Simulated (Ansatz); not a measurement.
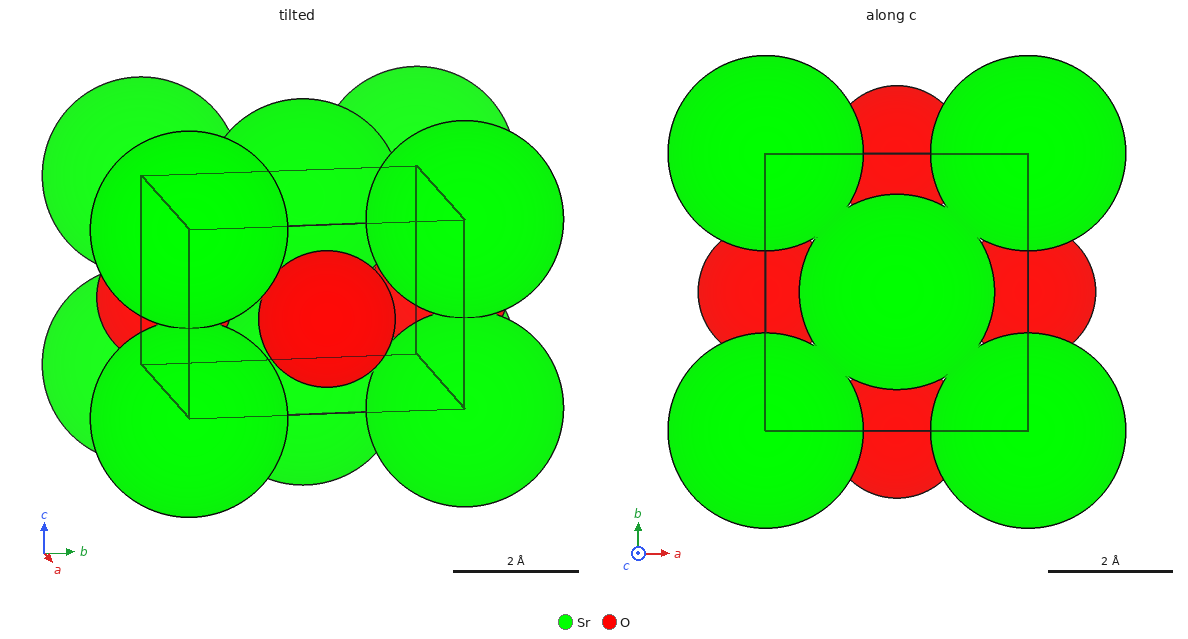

Drawn in the space-filling manner and seen slightly off an axis and along the c axis. One conventional unit cell is outlined, and atoms on its boundary appear in each equivalent place.

SrO, space group Cmmm (No. 65), a = 4.267 Å, b = 4.509 Å, c = 3.103 Å, α = 90.00°, β = 90.00°, γ = 90.00°. It goes back to a structure type filled with these elements by a generator (whether the compound takes this form wasn't checked). The cell was then strained or its atoms displaced on purpose. It was run through Ansatz as a DFT input.

This one geometry was computed with Ansatz (DFT, plane waves, PAW) at three levels of theory: HSE06, r2SCAN and PBE. It was relaxed with r2SCAN and then strained.

Which level gives the highest pressure at this volume, and what does that say about its equilibrium volume?

Highest: PBE (3.1 GPa), which points to the largest equilibrium volume. Lowest, with the smallest volume: HSE06 (0.1 GPa) and r2SCAN (0.4 GPa). Levels within 0.5 GPa of each other can't be told apart.

How does the band gap change with the level of theory?

PBE: a gap of 2.81 eV, indirect; r2SCAN: a gap of 3.32 eV, indirect; HSE06: a gap of 4.34 eV, indirect.

Collect the results in a table.

| level | cutoff (eV) | k-mesh of the run's cell | gap (eV) | pressure (GPa) |
| --- | --- | --- | --- | --- |
| HSE06 | 420 | 6×6×6 | 4.34 | 0.1 |
| r2SCAN | 500 | 8×8×8 | 3.32 | 0.4 |
| PBE | 420 | 8×8×8 | 2.81 | 3.1 |

Gaps are taken on the k-mesh or band path of each run.
